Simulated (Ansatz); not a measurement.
## Mending a single-point calculation on GaN

System: GaN (Cm, 4 atoms in the cell).
Method of run 1: DFT, b3-lyp, plane waves, PAW (Ansatz 0.2.0).

The structure derives from an entry of the Crystallography Open Database. Text and figures count atoms from 1; the logs count them from 0 in places.

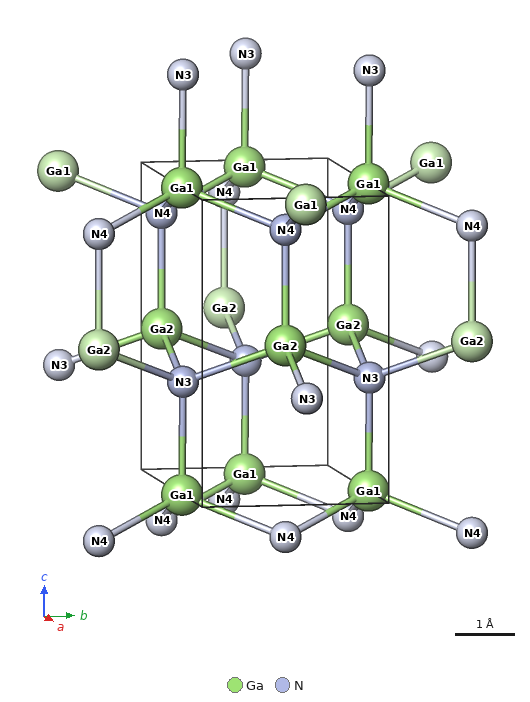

Figure 1. The input geometry (ball-and-stick view of the cell 2 times as large as that of the calculation, set on its symmetry axes, seen slightly off an axis; neighbours outside the cell are drawn fainter; atoms are numbered from 1 in the order of the input). Near neighbours in the crystal (not all of them lie inside the picture): Ga has 4 N at 1.94 to 2.07 Å; N has 4 Ga at 1.94 to 2.07 Å.

## The input, run 1
```yaml
crystal:
  lattice:
    - [3.2184289164, 0.0, 0.0]
    - [-1.6092144582, 2.7872412019, 0.0]
    - [0.0, 0.0, 5.2430304702]
  atoms:
    - { symbol: Ga, position: [0.3333333333, 0.6666666667, 0.9991316875] }
    - { symbol: Ga, position: [0.6666666667, 0.3333333333, 0.4991316875] }
    - { symbol: "N", position: [0.3672200169, 0.6836100084, 0.369602832] }
    - { symbol: "N", position: [0.6666666667, 0.3333333333, 0.8758683125] }
basis:
  ecutwfc: 420
kpoints:
  mp_grid: { grid: [12, 12, 6] }
hamiltonian:
  xc: b3-lyp
scf:
  occupations: { method: gaussian, width: 0.05 }
  max_iter: 100
output:
  forces: true
  eigenvalues: true
  stress: true
```

Launched with:
```bash
ansatz run input.yaml --threads 1 --pin off --max-ram 2560MiB --backend cpu --events-out ev --progress --plain --runs-dir out
```

Hardware: 1 thread of Intel Xeon (Granite Rapids), 32 GiB of memory available, shared host.

## Output (run 1)
```
Error: YAML parse error: error: line 16 column 7: hamiltonian.xc: unknown variant `b3-lyp`, expected one of `lda`, `lda-pw`, `pw92`, `pbe`, `pbesol`, `rpbe`, `revpbe`, `blyp`, `pbe0`, `revpbe0`, `b3lyp`, `b3lyp5`, `hse06`, `wpbeh`, `hiss`, `lc_wpbe`, `cam_b3lyp`, `hf`, `r2scan`, `r2scanh`, `r2scan0`, `r2scan50`, `mr2scan`
  --> <input>:16:7
   |
14 |   mp_grid: { grid: [12, 12, 6] }
15 | hamiltonian:
16 |   xc: b3-lyp
   |       ^ hamiltonian.xc: unknown variant `b3-lyp`, expected one of `lda`, `lda-pw`, `pw92`, `pbe`, `pbesol`, `rpbe`, `revpbe`, `blyp`, `pbe0`, `revpbe0`, `b3lyp`, `b3lyp5`, `hse06`, `wpbeh`, `hiss`, `lc_wpbe`, `cam_b3lyp`, `hf`, `r2scan`, `r2scanh`, `r2scan0`, `r2scan50`, `mr2scan`
17 | scf:
18 |   occupations: { method: gaussian, width: 0.05 }
   |
```

### What should be changed in this input?

The input was spoiled on purpose: an unknown functional (`hamiltonian.xc`). The program refused the input: “YAML parse error: error: line 16 column 7: hamiltonian.xc: unknown variant `b3-lyp`, expected one of `lda`, `lda-pw`, `pw92`, `pbe`, `pbesol`, `rpbe`, `revpbe`, `blyp`, `pbe0`, `revpbe0`, `b3lyp`, `b3lyp5`, `hse06`, `wpbeh`, `hiss`, `lc_wpbe`, `cam_b3lyp`, `hf`, `r2scan`, `r2scanh`, `r2scan0`, `r2scan50`, `mr2scan` …”

A run of the same system that converges differs from this input as follows (lines with − go, lines with + come):
```diff
-  xc: b3-lyp
+  xc: pbe
-  max_iter: 100
```

## Output, shortened to warnings, some set-up lines, iterations and results (run 2)
```
Basis set: ecut = 420 eV, 941 PW (Γ), exchange–correlation on 48×48×72 points (8 copies of the dense FFT grid, shifted against one another)
Symmetry: 2 space group operations
k-points: 242 of 864 (time reversal used)
Initial density: superposition of atomic densities (neutral atoms: chi_scale 0, normalization atom), corrected by the library's trained network
[...]
SCF iter   1: F=—  HF=-8335.781809 eV  |F-HF|=—  |Δ(HF+E_count)|=         —  Δρ=9.29e-4  dr2=2.71e-4  ethr=1.77e-3  ⟨swp⟩=5.0  Hψ=21153  notcnv=0
SCF iter   2: F=—  HF=-8335.782389 eV  |F-HF|=—  |Δ(HF+E_count)|=   5.81e-4  Δρ=4.24e-4  dr2=3.67e-5  ethr=7.54e-7  ⟨swp⟩=2.0  Hψ=11603  notcnv=0
SCF iter   3: F=—  HF=-8335.782523 eV  |F-HF|=—  |Δ(HF+E_count)|=   1.34e-4  Δρ=1.94e-4  dr2=8.75e-6  ethr=1.02e-7  ⟨swp⟩=2.0  Hψ=9201  notcnv=0
SCF iter   4: F=—  HF=-8335.782551 eV  |F-HF|=—  |Δ(HF+E_count)|=   2.78e-5  Δρ=6.00e-5  dr2=1.32e-6  ethr=2.43e-8  ⟨swp⟩=2.0  Hψ=9635  notcnv=0
SCF iter   5: F=—  HF=-8335.782553 eV  |F-HF|=—  |Δ(HF+E_count)|=   2.76e-6  Δρ=2.20e-5  dr2=1.36e-7  ethr=3.67e-9  ⟨swp⟩=2.0  Hψ=9675  notcnv=0
SCF iter   6: F=-8335.782554 eV  HF=-8335.782554 eV  |F-HF|=7.04e-10  |Δ(HF+E_count)|=   2.80e-7  Δρ=5.52e-6  dr2=1.25e-8  ethr=2.78e-10  ⟨swp⟩=5.0  Hψ=22546  notcnv=0
SCF 1 converged in 6 iterations: F = -8335.782554 eV  dr2 = 1.25e-8
SCF converged after 6 iterations
Free energy (F): -8335.782554 eV
Harris-Foulkes:  -8335.782554 eV  (|F-HF|=7.04e-10)
Internal energy: -8335.782554 eV  (E = F + TS)
E sigma→0 (E₀):  -8335.782554 eV
Fermi energy:    10.151773 eV
--- Per-component energies (eV) ---
  E_band       = -24.272653
  E_kinetic    = 492.267804
  E_local      = -3950.729257  (includes V_loc(G=0)·N_el)
  E_nonlocal   = 948.653288
  E_hartree    = 1814.011080
  E_xc         = -256.838040
  E_vxc        = -267.266116  (∫ρ·V_xc dr)
  E_paw        = -4240.874415  (= ΣΔE_a)
  E_vpaw       = -875.220995  (= ΣTr[D̂ρ^β])
  E_aug_tail   = 0.000097  (compensation charges beyond the density's cutoff)
  E_ewald      = -3142.273110
  E_smearing   = -0.000000  (= −TS)
  E_closure    = 0.000000  (closes the sum)
  Σ components = -8335.782554   (vs F -8335.782554, Δ=0.00e0)
--- Forces (eV/Å), atoms counted from 1 ---
  atom   1  Ga     0.07423364     0.04285881    -0.20676855
  atom   2  Ga     0.67386795     0.38905784    -0.06349122
  atom   3  N     -0.79381542    -0.45830955     0.45582415
  atom   4  N      0.04570965     0.02639048    -0.18558933
  max |Σ_I F_I| component: 2.49e-5 eV/Å
--- Stress (GPa, compression-positive) ---
       -1.098073      -1.932730       1.029520
       -1.932730       1.133652       0.594394
        1.029520       0.594394       1.178808
  P = ⅓ Tr σ = 0.4048 GPa (4.048 kbar)
```

## The two runs side by side

| quantity | run 1 | run 2 |
| --- | --- | --- |
| outcome | refused | converged |
| free energy per atom (eV) | – | −2083.9456 |
| gap on the mesh (eV) | – | 1.62 |
| pressure (GPa) | – | 0.40 |
| volume per atom (Å³) | – | 11.76 |
| largest force (eV/Å) | – | 1.024 |
| SCF iterations | – | 6 |
| irreducible k-points | – | 242 |
| plane waves at Γ | – | 941 |
